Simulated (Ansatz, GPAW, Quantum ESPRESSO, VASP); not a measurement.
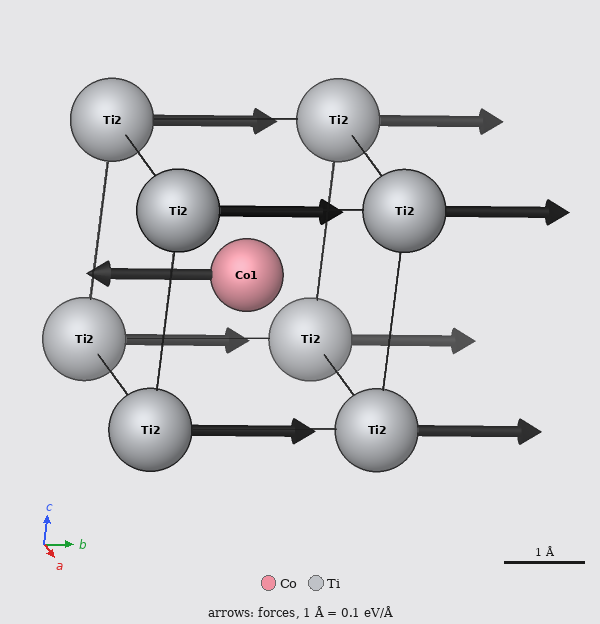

TiCo (2 atoms) with its atoms moved off their places at random, by some hundredths of an ångström. The arrows are the forces from Ansatz LAPW (all-electron). The parent cell is a structure listed in the Materials Project. It needn't be the stable form of this composition.

```
Co Ti
1.0
     2.98611    0.00000    0.00000
     0.00000    2.98611    0.00000
     0.00000    0.00000    2.98611
Co Ti
1 1
Direct
  0.50552 0.50227 0.49660
  0.00479 0.99145 0.99640
```

The same cell was run in four programs or potential sets. Alike in all runs: functional PBE; k mesh 9 × 9 × 9 on the run's cell of 2 atoms; occupations fermi-dirac, width 0.05 eV; collinear spin, ferromagnetic start; no spin-orbit coupling. The table gives the Cartesian components of the force on Co1; with the net force removed, that on Ti2 is equal and opposite.

```tsv
program	Fx on Co1 (eV/Å)	Fy on Co1 (eV/Å)	Fz on Co1 (eV/Å)
Ansatz LAPW (all-electron)	-0.011	-0.164	-0.003
GPAW (PAW data 1.2.1)	?	?	?
Quantum ESPRESSO (SSSP 1.3 efficiency)	-0.011	-0.161	-0.003
VASP (PBE potentials, release 64 Co, Ti_sv)	-0.011	-0.160	-0.003
```

Question: What does GPAW (PAW data 1.2.1) give?

Answer: (-0.011, -0.166, -0.003) eV/Å on Co1. The medians of the other rows are -0.011, -0.161, -0.003 eV/Å.

Question: How well do the programs agree?

Answer: The size of the force spans 0.161 to 0.166 eV/Å. Against the median force vectors, the rows deviate by 0.002 eV/Å rms as a rule and by 0.003 eV/Å at most. With one functional throughout, the spread comes from potentials, basis sets and numerical settings, or from slightly different magnetic solutions. Deviations count direction as well as size.
